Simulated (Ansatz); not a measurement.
# Geometry relaxation of C (part 1 of 2)

The run: geometry relaxation of C (P6/mmm, 1 atom in the cell). Method and program: DFT, PBE, PAW with Ansatz's default frozen-core files, scalar-relativistic, no spin polarisation (Ansatz 0.2.0).

Its volume is 0.45 times that of the source entry. It belongs to a series of runs on one base structure; here: shape and atoms relaxed at 0.45 of the volume. Figures and captions count atoms from 1; the log counts them from 0 in places.

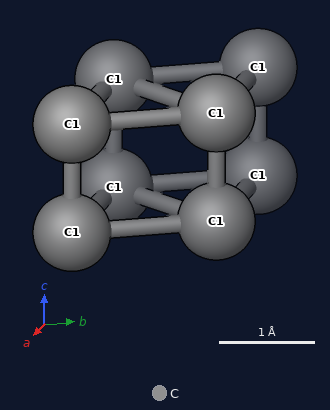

Fig. 1: The input geometry (ball-and-stick view of the cell of the calculation, seen at an oblique angle; atoms are numbered from 1 in the order of the input).

The input:
```yaml
crystal:
  lattice:
    - [1.5640951562, 0.0, 0.0]
    - [-0.7820475781, 1.3545461392, 0.0]
    - [0.0, 0.0, 1.2014830286]
  atoms:
    - { symbol: C, position: [0.0, 0.0, 0.0] }
kpoints:
  mp_grid: { grid: [24, 24, 22] }
scf:
  occupations: { method: fermi_dirac, width: 0.1 }
hamiltonian:
  xc: pbe
  pseudopotentials: { kind: paw }
output:
  forces: true
  stress: true
  write_density: true
  write_potential: true
  elf: true
  volumetric_format: npy
relax:
  f_tol: 0.005
  max_steps: 30
  cell: { stress_tol: 0.64, fix: [volume] }
```

Machine: 1 thread of Intel Xeon (Sapphire Rapids), 32 GiB of memory available, shared host.

Command:
```bash
ansatz run input.yaml --threads 1 --pin off --max-ram 2048MiB --backend cpu --events-out ev --progress --plain --runs-dir out
```

The program's output:
```
Engine: ansatz 0.2.0, x86_64-unknown-linux-gnu
Pseudopotentials: kind: paw
Pseudopotential: C, paw, valence charge 4, recommended cutoff 420 eV (normal), C.paw.azcp
Functional definition: PBE
  parameter kappa = 0.804
  parameter beta = 0.06672455060314922
  exchange = pbe_x(kappa = kappa, mu = beta*pi^2/3)
  correlation = pbe_c(beta = beta)
Crystal: 1 atoms, lattice volume = 2.546 Å³
Basis set: ecut = 420 eV, 47 PW (Γ), exchange–correlation on 24×24×18 points (8 copies of the dense FFT grid, shifted against one another)
Bands: 6, of which v1, the nominal top of the filled ones, is band 2 counted from 1 (1 counted from 0)
Symmetry: 24 space group operations
Space group: P6/mmm (ITA 191), of the structure as read, at distance tolerance 1.4e-5 Å
k-points: 732 of 12672
Non-local potential: C, projectors of the file, l = 0: 2, l = 1: 2, l = 2: 1
PAW form: soft (Blöchl's): semilocal exchange-correlation on the pseudo side does not see the compensation charge
PAW one-centre angular grid: C, 110 points (default); XC on 64 Gauss nodes
Initial density: superposition of atomic densities (neutral atoms: chi_scale 0, normalization atom), corrected by the library's trained network
Initial wavefunctions: pseudopotential atomic-orbital guess
Functional: x = pbe(κ = 0.804, μ = 0.2195149727645171), c = pbe(β = 0.06672455060314922)
SCF iter   1: F=—  HF=-241.268571 eV  |F-HF|=—  |Δ(HF+E_count)|=         —  Δρ=1.17e-1  dr2=1.21e-1  ethr=1.77e-3  ⟨swp⟩=3.9  Hψ=31908  notcnv=0
preconditioner: auto → none  [metal: Δε(μ)=0.050 eV  Ē_g=42.905 eV  σ=0.100 eV  W_gap=0.12  n_scr=0 (ndim 8)  ℏωp=46.5 eV  f_vac=0.000  D(μ)=0.13/eV (n_scr^D=0)]
SCF iter   2: F=—  HF=-241.247845 eV  |F-HF|=—  |Δ(HF+E_count)|=   2.07e-2  Δρ=5.28e-2  dr2=2.34e-2  ethr=1.77e-3  ⟨swp⟩=2.0  Hψ=12690  notcnv=0  defer=23
SCF iter   3: F=—  HF=-241.246117 eV  |F-HF|=—  |Δ(HF+E_count)|=   1.73e-3  Δρ=2.71e-3  dr2=3.84e-5  ethr=5.86e-4  ⟨swp⟩=2.4  Hψ=7469  notcnv=0  defer=60
SCF iter   4: F=—  HF=-241.246142 eV  |F-HF|=—  |Δ(HF+E_count)|=   2.50e-5  Δρ=1.51e-4  dr2=1.24e-7  ethr=9.60e-7  ⟨swp⟩=2.0  Hψ=5191  notcnv=0  defer=60
iter 5 did not close the SCF: its close was put off for the readings that it lacked (scf_convergence_deferred on its scf_iter line)
SCF iter   5: F=-241.246142 eV  HF=-241.246142 eV  |F-HF|=1.99e-13  |Δ(HF+E_count)|=   2.23e-8  Δρ=9.67e-6  dr2=4.21e-10  ethr=3.09e-9  ⟨swp⟩=1.2  Hψ=4458  notcnv=0  defer=60
SCF iter   6: F=-241.246142 eV  HF=-241.246142 eV  |F-HF|=1.31e-12  |Δ(HF+E_count)|=  5.48e-11  Δρ=7.61e-7  dr2=2.10e-12  ethr=1.05e-11  ⟨swp⟩=3.3  Hψ=15200  notcnv=0
SCF 1 converged in 6 iterations: F = -241.246142 eV  dr2 = 2.10e-12
  greatest PAW one-centre occupation: 0.849 electrons in one spin orbital (limit 2), on the C atom at site 0 (counted from 0), in its partial waves of l = 0
relax step   1: F+E_penalty+E_count = -241.24614161 eV  Δ(F+E_penalty+E_count) = +0.000e0 eV  max|allowed force component| = 0.000e0 eV/Å  Δτ_max = 0.0000 Å  P = +1296.708 GPa  Ω = 2.546 Å³  fix = [volume]  reactions: volume +1296.708 GPa  (6 SCF iters, accepted)
Initial density: handed on by an earlier stage of this run
Initial wavefunctions: those handed on with the density
iter 1 solved again at ethr=3.28e-4 eV; its pass at ethr=3.10e-3 eV (dr2=1.31e-2 eV) is discarded
SCF iter   1: F=—  HF=-241.875596 eV  |F-HF|=—  |Δ(HF+E_count)|=         —  Δρ=3.79e-2  dr2=1.30e-2  ethr=3.28e-4  ⟨swp⟩=1.0  Hψ=43086  notcnv=0
preconditioner: auto → none  [metal: Δε(μ)=0.036 eV  Ē_g=42.670 eV  σ=0.100 eV  W_gap=0.09  n_scr=0 (ndim 8)  ℏωp=46.5 eV  f_vac=0.000  D(μ)=0.10/eV (n_scr^D=0)]
SCF iter   2: F=—  HF=-241.870759 eV  |F-HF|=—  |Δ(HF+E_count)|=   4.84e-3  Δρ=1.58e-2  dr2=2.21e-3  ethr=3.25e-4  ⟨swp⟩=1.0  Hψ=4392  notcnv=0
SCF iter   3: F=—  HF=-241.869804 eV  |F-HF|=—  |Δ(HF+E_count)|=   9.55e-4  Δρ=2.79e-4  dr2=3.42e-7  ethr=5.54e-5  ⟨swp⟩=1.3  Hψ=4775  notcnv=0
SCF iter   4: F=—  HF=-241.869805 eV  |F-HF|=—  |Δ(HF+E_count)|=   1.42e-6  Δρ=4.07e-5  dr2=5.84e-9  ethr=2.50e-9  ⟨swp⟩=6.9  Hψ=15098  notcnv=0
SCF iter   5: F=-241.869805 eV  HF=-241.869805 eV  |F-HF|=1.07e-10  |Δ(HF+E_count)|=   2.63e-8  Δρ=2.84e-6  dr2=3.52e-11  ethr=1.46e-10  ⟨swp⟩=3.5  Hψ=15646  notcnv=0
SCF 2 converged in 5 iterations: F = -241.869805 eV  dr2 = 3.52e-11
  greatest PAW one-centre occupation: 0.824 electrons in one spin orbital (limit 2), on the C atom at site 0 (counted from 0), in its partial waves of l = 0
relax step   2: F+E_penalty+E_count = -241.86980532 eV  Δ(F+E_penalty+E_count) = -6.237e-1 eV  max|allowed force component| = 0.000e0 eV/Å  Δτ_max = 0.0000 Å  P = +1215.345 GPa  Ω = 2.546 Å³  energy of the carried Pulay correction = -6.532e-4 eV  fix = [volume]  reactions: volume +1215.345 GPa  (5 SCF iters, accepted)
iter 1 solved again at ethr=2.84e-4 eV; its pass at ethr=3.10e-3 eV (dr2=1.14e-2 eV) is discarded
SCF iter   1: F=—  HF=-242.129226 eV  |F-HF|=—  |Δ(HF+E_count)|=         —  Δρ=3.50e-2  dr2=1.13e-2  ethr=2.84e-4  ⟨swp⟩=1.0  Hψ=42489  notcnv=0
preconditioner: auto → none  [metal: Δε(μ)=0.014 eV  Ē_g=42.437 eV  σ=0.100 eV  W_gap=0.03  n_scr=0 (ndim 8)  ℏωp=46.5 eV  f_vac=0.000  D(μ)=0.11/eV (n_scr^D=0)]
SCF iter   2: F=—  HF=-242.124945 eV  |F-HF|=—  |Δ(HF+E_count)|=   4.28e-3  Δρ=1.47e-2  dr2=1.95e-3  ethr=2.82e-4  ⟨swp⟩=1.0  Hψ=4392  notcnv=0
SCF iter   3: F=—  HF=-242.124070 eV  |F-HF|=—  |Δ(HF+E_count)|=   8.75e-4  Δρ=2.13e-4  dr2=1.32e-7  ethr=4.88e-5  ⟨swp⟩=1.3  Hψ=4777  notcnv=0
SCF iter   4: F=—  HF=-242.124070 eV  |F-HF|=—  |Δ(HF+E_count)|=   9.41e-7  Δρ=3.38e-5  dr2=3.56e-9  ethr=2.50e-9  ⟨swp⟩=6.9  Hψ=14978  notcnv=0
SCF iter   5: F=-242.124070 eV  HF=-242.124070 eV  |F-HF|=2.61e-11  |Δ(HF+E_count)|=   1.25e-8  Δρ=2.61e-6  dr2=3.53e-11  ethr=8.91e-11  ⟨swp⟩=3.4  Hψ=15537  notcnv=0
SCF 3 converged in 5 iterations: F = -242.124070 eV  dr2 = 3.53e-11
  greatest PAW one-centre occupation: 0.802 electrons in one spin orbital (limit 2), on the C atom at site 0 (counted from 0), in its partial waves of l = 0
relax step   3: F+E_penalty+E_count = -242.12407048 eV  Δ(F+E_penalty+E_count) = -2.543e-1 eV  max|allowed force component| = 0.000e0 eV/Å  Δτ_max = 0.0000 Å  P = +1161.917 GPa  Ω = 2.546 Å³  energy of the carried Pulay correction = -1.317e-3 eV  fix = [volume]  reactions: volume +1161.917 GPa  (5 SCF iters, accepted)
iter 1 solved again at ethr=5.80e-5 eV; its pass at ethr=3.10e-3 eV (dr2=2.32e-3 eV) is discarded
SCF iter   1: F=—  HF=-242.144897 eV  |F-HF|=—  |Δ(HF+E_count)|=         —  Δρ=1.60e-2  dr2=2.34e-3  ethr=5.80e-5  ⟨swp⟩=1.0  Hψ=40094  notcnv=0
preconditioner: auto → none  [metal: Δε(μ)=0.027 eV  Ē_g=42.344 eV  σ=0.100 eV  W_gap=0.07  n_scr=0 (ndim 8)  ℏωp=46.5 eV  f_vac=0.000  D(μ)=0.13/eV (n_scr^D=0)]
SCF iter   2: F=—  HF=-242.144013 eV  |F-HF|=—  |Δ(HF+E_count)|=   8.84e-4  Δρ=6.68e-3  dr2=4.01e-4  ethr=5.80e-5  ⟨swp⟩=1.0  Hψ=4392  notcnv=0
SCF iter   3: F=—  HF=-242.143836 eV  |F-HF|=—  |Δ(HF+E_count)|=   1.77e-4  Δρ=1.21e-4  dr2=4.99e-8  ethr=1.00e-5  ⟨swp⟩=1.4  Hψ=4857  notcnv=0
SCF iter   4: F=—  HF=-242.143837 eV  |F-HF|=—  |Δ(HF+E_count)|=   1.25e-6  Δρ=1.67e-5  dr2=8.98e-10  ethr=1.25e-9  ⟨swp⟩=6.6  Hψ=14606  notcnv=0
SCF iter   5: F=-242.143837 eV  HF=-242.143837 eV  |F-HF|=1.90e-12  |Δ(HF+E_count)|=   2.14e-9  Δρ=1.16e-6  dr2=8.25e-12  ethr=2.25e-11  ⟨swp⟩=3.6  Hψ=15256  notcnv=0
SCF 4 converged in 5 iterations: F = -242.143837 eV  dr2 = 8.25e-12
  greatest PAW one-centre occupation: 0.794 electrons in one spin orbital (limit 2), on the C atom at site 0 (counted from 0), in its partial waves of l = 0
relax step   4: F+E_penalty+E_count = -242.14383745 eV  Δ(F+E_penalty+E_count) = -1.977e-2 eV  max|allowed force component| = 0.000e0 eV/Å  Δτ_max = 0.0000 Å  P = +1146.112 GPa  Ω = 2.546 Å³  energy of the carried Pulay correction = -1.589e-3 eV  fix = [volume]  reactions: volume +1146.112 GPa  (5 SCF iters, accepted)
iter 1 solved again at ethr=3.00e-7 eV; its pass at ethr=3.10e-3 eV (dr2=1.20e-5 eV) is discarded
SCF iter   1: F=—  HF=-242.144017 eV  |F-HF|=—  |Δ(HF+E_count)|=         —  Δρ=1.15e-3  dr2=1.22e-5  ethr=3.00e-7  ⟨swp⟩=1.0  Hψ=36723  notcnv=0
preconditioner: auto → none  [metal: Δε(μ)=0.002 eV  Ē_g=42.355 eV  σ=0.100 eV  W_gap=0.01  n_scr=0 (ndim 8)  ℏωp=46.5 eV  f_vac=0.000  D(μ)=0.13/eV (n_scr^D=0)]
SCF iter   2: F=—  HF=-242.144013 eV  |F-HF|=—  |Δ(HF+E_count)|=   3.78e-6  Δρ=4.78e-4  dr2=2.08e-6  ethr=3.00e-7  ⟨swp⟩=1.0  Hψ=4392  notcnv=0
SCF iter   3: F=-242.144012 eV  HF=-242.144012 eV  |F-HF|=1.24e-10  |Δ(HF+E_count)|=   9.32e-7  Δρ=7.13e-6  dr2=1.81e-10  ethr=2.50e-9  ⟨swp⟩=4.9  Hψ=17040  notcnv=0
SCF 5 converged in 3 iterations: F = -242.144012 eV  dr2 = 1.81e-10
relax step   5: F+E_penalty+E_count = -242.14401240 eV  Δ(F+E_penalty+E_count) = -1.749e-4 eV  max|allowed force component| = 0.000e0 eV/Å  Δτ_max = 0.0000 Å  P = +1147.226 GPa  Ω = 2.546 Å³  energy of the carried Pulay correction = -1.568e-3 eV  fix = [volume]  reactions: volume +1147.226 GPa  (3 SCF iters, accepted)
iter 1 solved again at ethr=6.22e-9 eV; its pass at ethr=3.10e-3 eV (dr2=2.49e-7 eV) is discarded
SCF iter   1: F=—  HF=-242.144017 eV  |F-HF|=—  |Δ(HF+E_count)|=         —  Δρ=1.67e-4  dr2=2.53e-7  ethr=6.22e-9  ⟨swp⟩=1.0  Hψ=36695  notcnv=0
preconditioner: auto → none  [metal: Δε(μ)=0.012 eV  Ē_g=42.359 eV  σ=0.100 eV  W_gap=0.03  n_scr=0 (ndim 8)  ℏωp=46.5 eV  f_vac=0.000  D(μ)=0.13/eV (n_scr^D=0)]
SCF iter   2: F=-242.144018 eV  HF=-242.144018 eV  |F-HF|=2.21e-8  |Δ(HF+E_count)|=   7.50e-7  Δρ=6.94e-5  dr2=4.28e-8  ethr=2.50e-9  ⟨swp⟩=4.7  Hψ=16120  notcnv=0
SCF 6 converged in 2 iterations: F = -242.144018 eV  dr2 = 4.28e-8
  greatest PAW one-centre occupation: 0.795 electrons in one spin orbital (limit 2), on the C atom at site 0 (counted from 0), in its partial waves of l = 0
relax step   6: F+E_penalty+E_count = -242.14401777 eV  Δ(F+E_penalty+E_count) = -5.372e-6 eV  max|allowed force component| = 0.000e0 eV/Å  Δτ_max = 0.0000 Å  P = +1147.387 GPa  Ω = 2.546 Å³  energy of the carried Pulay correction = -1.565e-3 eV  fix = [volume]  reactions: volume +1147.387 GPa  (2 SCF iters, dr2 threshold 1.00e-7 eV, accepted)
Basis set: ecut = 420 eV, 47 PW (Γ), exchange–correlation on 20×20×18 points (8 copies of the dense FFT grid, shifted against one another)
Initial wavefunctions: pseudopotential atomic-orbital guess (no wavefunctions were taken with the density)
iter 1 solved again at ethr=2.22e-7 eV; its pass at ethr=3.10e-3 eV (dr2=8.86e-6 eV) is discarded
SCF iter   1: F=—  HF=-242.150837 eV  |F-HF|=—  |Δ(HF+E_count)|=         —  Δρ=1.72e-3  dr2=7.71e-6  ethr=2.22e-7  ⟨swp⟩=2.1  Hψ=43073  notcnv=0
preconditioner: auto → none  [metal: Δε(μ)=0.009 eV  Ē_g=42.340 eV  σ=0.100 eV  W_gap=0.02  n_scr=0 (ndim 8)  ℏωp=46.5 eV  f_vac=0.000  D(μ)=0.13/eV (n_scr^D=0)]
SCF iter   2: F=—  HF=-242.150843 eV  |F-HF|=—  |Δ(HF+E_count)|=   6.33e-6  Δρ=8.61e-4  dr2=1.87e-6  ethr=1.93e-7  ⟨swp⟩=1.0  Hψ=4392  notcnv=0
SCF iter   3: F=—  HF=-242.150845 eV  |F-HF|=—  |Δ(HF+E_count)|=   2.12e-6  Δρ=1.51e-5  dr2=9.71e-10  ethr=4.10e-11  ⟨swp⟩=5.1  Hψ=17407  notcnv=0
SCF iter   4: F=-242.150845 eV  HF=-242.150845 eV  |F-HF|=6.25e-13  |Δ(HF+E_count)|=  4.17e-10  Δρ=5.26e-7  dr2=1.39e-12  ethr=2.43e-11  ⟨swp⟩=3.8  Hψ=15078  notcnv=0
SCF 7 converged in 4 iterations: F = -242.150845 eV  dr2 = 1.39e-12
```
